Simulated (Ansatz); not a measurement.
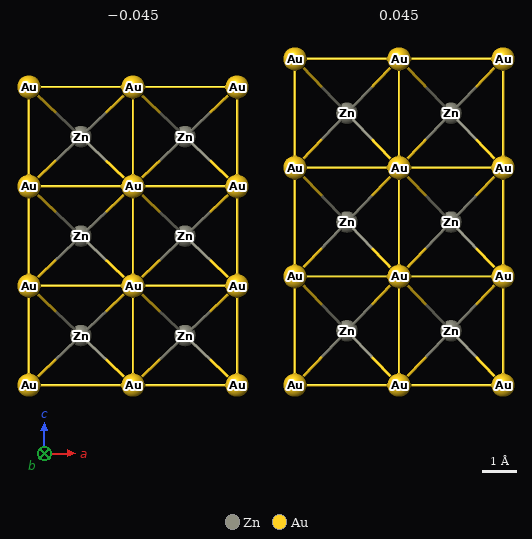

Crystalline ZnAu (set up in Pm-3m), under strain along c alone (the other axes held, atoms fixed by symmetry), with energies (extrapolated to zero smearing) counted from the relaxed crystal, which is the row at zero. The picture shows the first and the last member. The picture is a ball-and-stick view of the cell of the calculation, repeated 2 × 1 × 3 with one cell outlined, seen along the b axis.

Computed with Ansatz 0.2.0: DFT r2SCAN, scalar-relativistic, plane waves, PAW. Settings: plane-wave cutoff 500 eV; k-point mesh 16 × 16 × 16; occupations gaussian; smearing width 0.1 eV; no spin polarisation.

| strain | energy (meV/atom) | a (Å) | c (Å) |
| --- | --- | --- | --- |
| −0.045 | 16.12 | 3.149 | 3.007 |
| −0.03 | ? | ? | ? |
| −0.015 | 1.87 | 3.149 | 3.101 |
| 0.0 | 0.00 | 3.149 | 3.149 |
| 0.015 | 1.60 | 3.149 | 3.196 |
| 0.03 | 5.89 | 3.149 | 3.243 |
| 0.045 | 13.13 | 3.149 | 3.290 |

> Fill in the missing row.

A parabola through three neighbouring rows (−0.045, −0.015, 0.0) gives, with Lagrange weights, (0.3333)(16.12) + (1.0000)(1.87) + (−0.3333)(0.00) = 7.24 meV/atom. The calculation gives 7.29 meV/atom (a = 3.149 Å, c = 3.054 Å). The estimate is 0.05 meV/atom too low. From the first member to the last: Au–Au 3.007 → 3.290 Å, Au–Zn 2.686 → 2.768 Å.

The whole series:

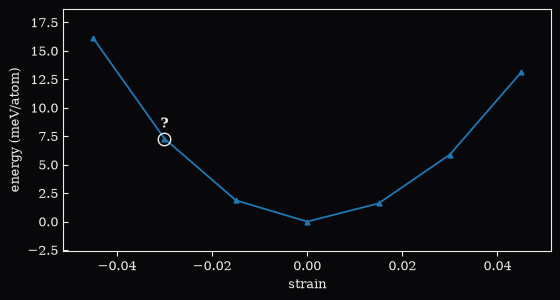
